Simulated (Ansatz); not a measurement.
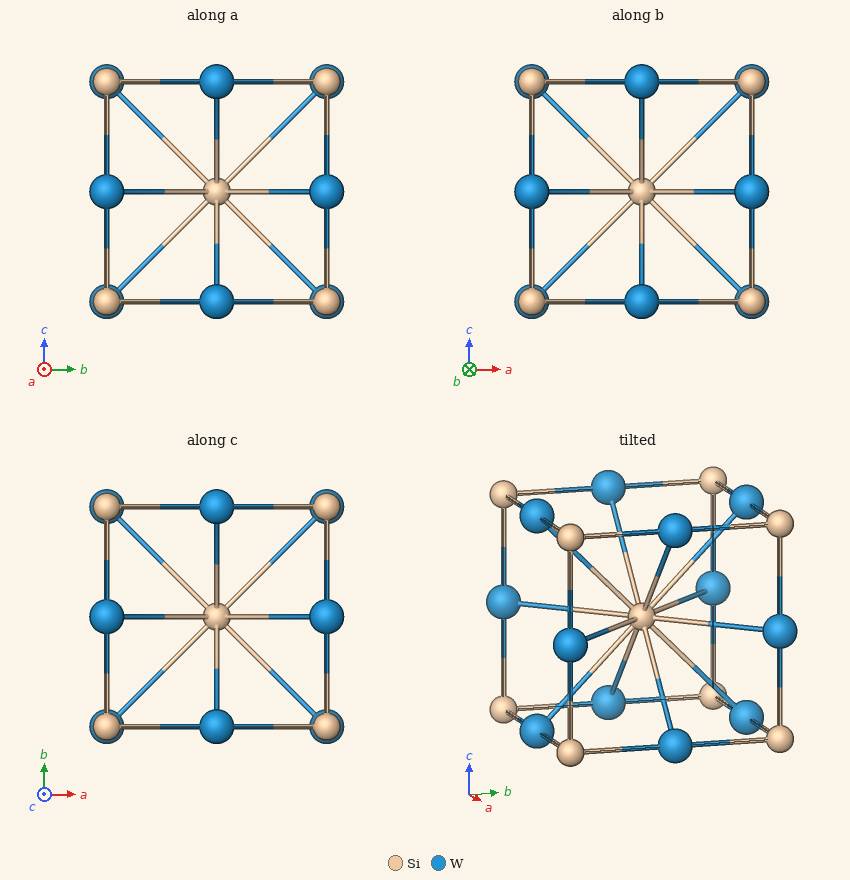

A ball-and-stick rendering, viewed along the a axis, along the b axis, along the c axis and slightly off an axis. The conventional unit cell is outlined; an atom on or near a face, edge or corner is repeated at each equivalent position.

Lattice parameters: a = 4.4668 Å, b = 4.4668 Å, c = 4.4668 Å, α = 90.000°, β = 90.000°, γ = 90.000°.

Question: From the views, write a CIF in P1 with every atom of the cell.

Answer:
```cif
data_structure
_symmetry_space_group_name_H-M 'P 1'
_symmetry_Int_Tables_number 1
_cell_length_a 4.4668
_cell_length_b 4.4668
_cell_length_c 4.4668
_cell_angle_alpha 90.000
_cell_angle_beta 90.000
_cell_angle_gamma 90.000
_cell_volume 89.12
loop_
_atom_site_label
_atom_site_type_symbol
_atom_site_fract_x
_atom_site_fract_y
_atom_site_fract_z
_atom_site_occupancy
Si1 Si 0.5000 0.5000 0.5000 1
Si2 Si 0.0000 0.0000 0.0000 1
W1 W 0.5000 0.0000 0.0000 1
W2 W 0.0000 0.5000 0.0000 1
W3 W 0.0000 0.0000 0.5000 1
```

Its origin is a random cell made by a generator, so it need not be a real form of the compound. Atoms and cell were optimised with DFT PBE, scalar-relativistic, plane waves, PAW (Ansatz 0.2.0).
